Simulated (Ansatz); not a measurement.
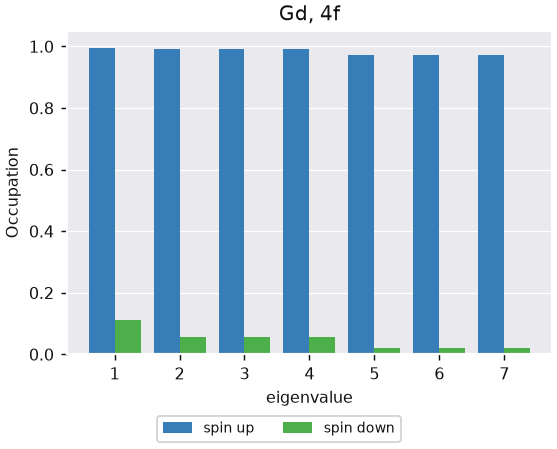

Eigenvalues of the local occupation matrix of the f shell (Löwdin-orthogonalised atomic projectors).

System: GdN, space group Fm-3m (No. 225), 2 atoms in the cell, rocksalt type.

Method: DFT LDA+U, scalar-relativistic, plane waves, PAW, Ueff = 2 eV on Gd f, spin-polarised, 7×7×7 k mesh (Ansatz).

Q: How many states of the shell are filled, counting eigenvalues over 0.6?

A: Counting eigenvalues over 0.6 as filled, Gd has 7 filled f states (f⁷), 7 up and 0 down; the eigenvalues sum to 7.2. The small eigenvalues come from mixing with neighbours' orbitals.

Start of the run: total moment locked. Such runs often end in metastable states, so this need not be the lowest one. Moments were held by a constraint, so this isn't a free state. The cell is at −10 GPa in this functional. Spin-orbit coupling is left out, which matters for Gd.
